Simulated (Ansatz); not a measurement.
Run report: BN, geometry relaxation (part 1 of 2)

The run: geometry relaxation of BN (slab, 8 atoms in the cell). Method and program: DFT PBEsol, scalar-relativistic, plane waves, PAW, no spin polarisation (Ansatz 0.2.0).

The structure derives from a Materials Project entry. It belongs to a series of runs on one base structure; here: (0 0 1) slab, atoms relaxed.

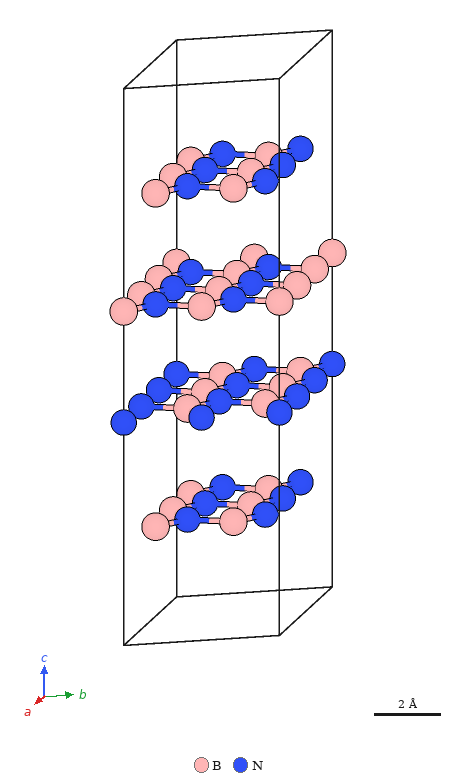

Fig. 1: The structure as given in the input (ball-and-stick view of the 3 × 2 repeat of the cell, with the vacuum cut short, seen slightly off an axis). Near neighbours in the crystal (not all of them lie inside the picture): B has 3 N at 1.45 Å; N has 3 B at 1.45 Å.

### Input
```yaml
crystal:
  lattice:
    - [2.5041946702, 0.0, 0.0]
    - [-1.2520973351, 2.1686962004, 0.0]
    - [0.0, 0.0, 25.4461306388]
  atoms:
    - { symbol: B, position: [0.6666666667, 0.3333333333, 0.294740293] }
    - { symbol: "N", position: [0.3333333333, 0.6666666667, 0.2948009271] }
    - { symbol: B, position: [0.3333333333, 0.6666666667, 0.4315598863] }
    - { symbol: "N", position: [0.0, 0.0, 0.4316205204] }
    - { symbol: B, position: [0.0, 0.0, 0.5683794796] }
    - { symbol: "N", position: [0.6666666667, 0.3333333333, 0.5684401137] }
    - { symbol: B, position: [0.6666666667, 0.3333333333, 0.7051990729] }
    - { symbol: "N", position: [0.3333333333, 0.6666666667, 0.705259707] }
basis:
  ecutwfc: 420
kpoints:
  mp_grid: { grid: [12, 12, 1] }
hamiltonian:
  xc: pbesol
scf:
  occupations: { method: gaussian, width: 0.05 }
output:
  forces: true
  eigenvalues: true
  write_density: true
  write_potential: true
  elf: true
  volumetric_format: npy
relax:
  adjacent_minimum: "off"
  f_tol: 0.02
  max_steps: 60
efield:
  axis: 3
  dipole_correction: true
  ramp_width: 0.04
```

Hardware: 1 thread of Arm Neoverse V2, 128 GiB of memory available, shared host.

Launch command:
```bash
ansatz run input.yaml --threads 1 --pin off --max-ram 2560MiB --backend cpu --events-out ev --progress --plain --runs-dir out
```

### The program's output
```
Engine: ansatz 0.2.0, aarch64-unknown-linux-gnu
Pseudopotentials: kind: paw
Pseudopotential: B, paw, valence charge 3, recommended cutoff 420 eV (normal), B.paw.azcp
Pseudopotential: N, paw, valence charge 5, recommended cutoff 420 eV (normal), N.paw.azcp
Functional definition: PBEsol
  exchange = pbesol_x
  correlation = pbesol_c
Crystal: 8 atoms, lattice volume = 138.194 Å³
Basis set: ecut = 420 eV, 2695 PW (Γ), exchange–correlation on 36×36×360 points (8 copies of the dense FFT grid, shifted against one another)
Bands: 24, of which v1, the nominal top of the filled ones, is band 16 counted from 1 (15 counted from 0)
Symmetry: 6 space group operations
Space group: P3m1 (ITA 156), of the structure as read, at distance tolerance 5.2e-5 Å
k-points: 19 of 144 (time reversal used)
Non-local potential: B, projectors of the file, l = 0: 2, l = 1: 2, l = 2: 1
Non-local potential: N, projectors of the file, l = 0: 2, l = 1: 2, l = 2: 1
PAW form: soft (Blöchl's): semilocal exchange-correlation on the pseudo side does not see the compensation charge
PAW frozen core: B, regenerated for the run's functional, and the local potential with it (the file was generated under x = pbe(κ = 0.804, μ = 0.2195149727645171), c = pbe(β = 0.06672455060314922))
PAW frozen core: N, regenerated for the run's functional, and the local potential with it (the file was generated under x = pbe(κ = 0.804, μ = 0.2195149727645171), c = pbe(β = 0.06672455060314922))
PAW one-centre angular grid: B, 110 points (default); XC on 64 Gauss nodes
PAW one-centre angular grid: N, 110 points (default); XC on 64 Gauss nodes
Initial density: superposition of atomic densities (neutral atoms: chi_scale 0, normalization atom), corrected by the library's trained network
Initial wavefunctions: pseudopotential atomic-orbital guess
Functional: x = pbesol(κ = 0.804, μ = 0.12345679012345678), c = pbesol(β = 0.046)
SCF iter   1: F=—  HF=-2135.118936 eV  |F-HF|=—  |Δ(HF+E_count)|=         —  Δρ=6.60e-3  dr2=5.34e-2  ethr=1.77e-3  p=-0.004 e·Å  D=-5.19e-3 V/Å  ΔV_dip=0.13 eV  dr2_dipole=6.00e-5  V_vac-E_F(+/−)=3.36/3.22 eV  ⟨swp⟩=7.9  Hψ=2713  notcnv=0
efield: sawtooth ramp at fractional position 0.9800 (placed from the atoms, in the widest stretch of the axis that holds none; the zero of the levels goes with the place), width 0.0400; the density the first Hamiltonian is built on has a dipole p = -0.004 e·Å; the dipole correction subtracts the counter field D = -5.19e-3 V/Å, which shifts the + side's vacuum level by +0.13 eV against the − side's; the planar-averaged density in the ramp window peaks in size at 1.2e-4 e/Å³
preconditioner: auto → none  [insulator: Δε(μ)=4.196 eV  Ē_g=14.950 eV  σ=0.050 eV  W_gap=1.00  n_scr=16 (ndim 8)  ℏωp=17.9 eV  f_vac=0.455  D(μ)=0.00/eV (n_scr^D=0)  ε∞_Penn≈2.4]
SCF iter   2: F=—  HF=-2135.108229 eV  |F-HF|=—  |Δ(HF+E_count)|=   1.07e-2  Δρ=2.31e-3  dr2=5.91e-3  ethr=1.67e-4  p=-0.009 e·Å  D=-1.15e-2 V/Å  ΔV_dip=0.29 eV  dr2_dipole=5.82e-6  V_vac-E_F(+/−)=3.82/3.53 eV  ⟨swp⟩=2.4  Hψ=983  notcnv=0  defer=63
SCF iter   3: F=—  HF=-2135.107048 eV  |F-HF|=—  |Δ(HF+E_count)|=   1.18e-3  Δρ=7.20e-4  dr2=3.56e-4  ethr=1.85e-5  p=-0.008 e·Å  D=-9.93e-3 V/Å  ΔV_dip=0.25 eV  dr2_dipole=1.26e-6  V_vac-E_F(+/−)=3.74/3.49 eV  ⟨swp⟩=2.0  Hψ=679  notcnv=0  defer=63
SCF iter   4: F=—  HF=-2135.107326 eV  |F-HF|=—  |Δ(HF+E_count)|=   2.78e-4  Δρ=1.91e-4  dr2=8.61e-5  ethr=1.11e-6  p=-0.009 e·Å  D=-1.13e-2 V/Å  ΔV_dip=0.29 eV  dr2_dipole=1.30e-6  V_vac-E_F(+/−)=3.83/3.54 eV  ⟨swp⟩=2.8  Hψ=704  notcnv=0  defer=63
iter 5 did not close the SCF: its close was put off for the readings that it lacked (scf_convergence_deferred on its scf_iter line)
SCF iter   5: F=-2135.107335 eV  HF=-2135.107329 eV  |F-HF|=6.15e-6  |Δ(HF+E_count)|=   2.96e-6  Δρ=5.70e-5  dr2=2.16e-6  ethr=2.69e-7  p=-0.008 e·Å  D=-1.07e-2 V/Å  ΔV_dip=0.27 eV  dr2_dipole=1.36e-8  V_vac-E_F(+/−)=3.82/3.54 eV  ⟨swp⟩=2.0  Hψ=588  notcnv=0  defer=63
iter 6 did not close the SCF: its close was put off until two iterations running show no level that it waits for move by more than its bar (scf_convergence_deferred on its scf_iter line)
SCF iter   6: F=-2135.107336 eV  HF=-2135.107335 eV  |F-HF|=7.47e-7  |Δ(HF+E_count)|=   6.10e-6  Δρ=1.31e-5  dr2=1.02e-7  ethr=6.75e-9  p=-0.008 e·Å  D=-1.08e-2 V/Å  ΔV_dip=0.28 eV  dr2_dipole=4.50e-9  V_vac-E_F(+/−)=3.82/3.55 eV  ⟨swp⟩=15.7  Hψ=4163  notcnv=0
iter 7 did not close the SCF: its close was put off until two iterations running show no level that it waits for move by more than its bar (scf_convergence_deferred on its scf_iter line)
SCF iter   7: F=-2135.107336 eV  HF=-2135.107336 eV  |F-HF|=1.20e-7  |Δ(HF+E_count)|=   6.53e-7  Δρ=3.62e-6  dr2=2.39e-8  ethr=3.18e-10  p=-0.008 e·Å  D=-1.08e-2 V/Å  ΔV_dip=0.27 eV  dr2_dipole=2.43e-9  V_vac-E_F(+/−)=3.82/3.55 eV  ⟨swp⟩=11.5  Hψ=3570  notcnv=0
iter 8 did not close the SCF: its close was put off until two iterations running show no level that it waits for move by more than its bar (scf_convergence_deferred on its scf_iter line)
SCF iter   8: F=-2135.107336 eV  HF=-2135.107336 eV  |F-HF|=1.87e-9  |Δ(HF+E_count)|=   1.33e-7  Δρ=9.27e-7  dr2=8.69e-10  ethr=7.46e-11  p=-0.008 e·Å  D=-1.08e-2 V/Å  ΔV_dip=0.27 eV  dr2_dipole=5.45e-11  V_vac-E_F(+/−)=3.82/3.55 eV  ⟨swp⟩=11.3  Hψ=3241  notcnv=0
iter 9 did not close the SCF: its close was put off until two iterations running show no level that it waits for move by more than its bar (scf_convergence_deferred on its scf_iter line)
SCF iter   9: F=-2135.107336 eV  HF=-2135.107336 eV  |F-HF|=4.68e-10  |Δ(HF+E_count)|=   1.79e-9  Δρ=2.82e-7  dr2=1.26e-10  ethr=2.72e-12  p=-0.008 e·Å  D=-1.08e-2 V/Å  ΔV_dip=0.27 eV  dr2_dipole=2.25e-11  V_vac-E_F(+/−)=3.82/3.55 eV  ⟨swp⟩=7.5  Hψ=2660  notcnv=0
SCF iter  10: F=-2135.107336 eV  HF=-2135.107336 eV  |F-HF|=4.65e-10  |Δ(HF+E_count)|=  9.37e-11  Δρ=1.02e-7  dr2=1.09e-11  ethr=1.00e-12  p=-0.008 e·Å  D=-1.08e-2 V/Å  ΔV_dip=0.27 eV  dr2_dipole=8.31e-13  V_vac-E_F(+/−)=3.82/3.55 eV  ⟨swp⟩=5.7  Hψ=2322  notcnv=0
SCF 1 converged in 10 iterations: F = -2135.107336 eV  dr2 = 1.09e-11
  greatest PAW one-centre occupation: 0.795 electrons in one spin orbital (limit 2), on the N atom at site 3 (counted from 0), in its partial waves of l = 0
relax step   1: F+E_penalty+E_count = -2135.10733592 eV  Δ(F+E_penalty+E_count) = +0.000e0 eV  max|allowed force component| = 4.526e-2 eV/Å  Δτ_max = 0.0000 Å  (10 SCF iters, dr2 threshold 1.00e-5 eV, accepted)
Initial density: handed on by an earlier stage of this run
Initial wavefunctions: those handed on with the density
iter 1 solved again at ethr=9.90e-6 eV; its pass at ethr=3.10e-3 eV (dr2=3.17e-3 eV) is discarded
SCF iter   1: F=—  HF=-2135.108475 eV  |F-HF|=—  |Δ(HF+E_count)|=         —  Δρ=1.43e-3  dr2=3.46e-3  ethr=9.90e-6  p=-0.008 e·Å  D=-1.08e-2 V/Å  ΔV_dip=0.27 eV  dr2_dipole=2.16e-5  V_vac-E_F(+/−)=3.82/3.55 eV  ⟨swp⟩=1.0  Hψ=1420  notcnv=0  defer=61
efield: sawtooth ramp at fractional position 0.9800 (handed on by an earlier solve), width 0.0400; the density the first Hamiltonian is built on has a dipole p = -0.008 e·Å; the dipole correction subtracts the counter field D = -1.08e-2 V/Å, which shifts the + side's vacuum level by +0.27 eV against the − side's; the planar-averaged density in the ramp window peaks in size at 1.6e-7 e/Å³
preconditioner: auto → none  [insulator: Δε(μ)=4.188 eV  Ē_g=15.071 eV  σ=0.050 eV  W_gap=1.00  n_scr=16 (ndim 8)  ℏωp=17.9 eV  f_vac=0.453  D(μ)=0.00/eV (n_scr^D=0)  ε∞_Penn≈2.4]
SCF iter   2: F=—  HF=-2135.107674 eV  |F-HF|=—  |Δ(HF+E_count)|=   8.01e-4  Δρ=4.39e-4  dr2=9.32e-4  ethr=9.90e-6  p=-0.005 e·Å  D=-7.02e-3 V/Å  ΔV_dip=0.18 eV  dr2_dipole=8.38e-6  V_vac-E_F(+/−)=3.89/3.71 eV  ⟨swp⟩=2.0  Hψ=680  notcnv=0  defer=61
SCF iter   3: F=—  HF=-2135.107434 eV  |F-HF|=—  |Δ(HF+E_count)|=   2.40e-4  Δρ=3.40e-4  dr2=8.14e-5  ethr=2.91e-6  p=-0.007 e·Å  D=-8.67e-3 V/Å  ΔV_dip=0.22 eV  dr2_dipole=2.00e-7  V_vac-E_F(+/−)=3.83/3.61 eV  ⟨swp⟩=2.1  Hψ=595  notcnv=0  defer=61
SCF iter   4: F=—  HF=-2135.107435 eV  |F-HF|=—  |Δ(HF+E_count)|=   9.89e-7  Δρ=7.34e-5  dr2=4.62e-6  ethr=2.54e-7  p=-0.006 e·Å  D=-8.30e-3 V/Å  ΔV_dip=0.21 eV  dr2_dipole=6.45e-8  V_vac-E_F(+/−)=3.81/3.60 eV  ⟨swp⟩=2.4  Hψ=633  notcnv=0  defer=61
SCF iter   5: F=—  HF=-2135.107434 eV  |F-HF|=—  |Δ(HF+E_count)|=   2.76e-7  Δρ=2.43e-5  dr2=4.70e-7  ethr=1.44e-8  p=-0.006 e·Å  D=-8.48e-3 V/Å  ΔV_dip=0.22 eV  dr2_dipole=1.17e-8  V_vac-E_F(+/−)=3.81/3.60 eV  ⟨swp⟩=2.1  Hψ=644  notcnv=0  defer=61
SCF iter   6: F=-2135.107435 eV  HF=-2135.107435 eV  |F-HF|=2.16e-10  |Δ(HF+E_count)|=   3.75e-8  Δρ=5.42e-6  dr2=2.12e-8  ethr=3.13e-10  p=-0.006 e·Å  D=-8.41e-3 V/Å  ΔV_dip=0.21 eV  dr2_dipole=7.09e-10  V_vac-E_F(+/−)=3.81/3.60 eV  ⟨swp⟩=15.9  Hψ=3618  notcnv=0
SCF 2 converged in 6 iterations: F = -2135.107435 eV  dr2 = 2.12e-8
relax step   2: F+E_penalty+E_count = -2135.10743453 eV  Δ(F+E_penalty+E_count) = -9.862e-5 eV  max|allowed force component| = 1.927e-2 eV/Å  Δτ_max = 0.0114 Å  (6 SCF iters, accepted)
```

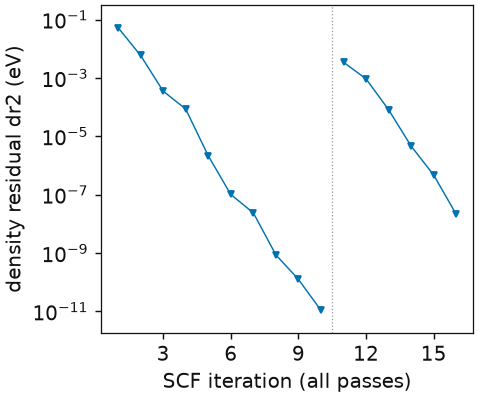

Fig. 2: Convergence of the self-consistent field: density residual dr2 against the SCF iteration. The dotted lines part the SCF passes of the relaxation: geometry steps, rejected trials and re-solves on a re-selected basis. The passes take 10 and 6 iterations.
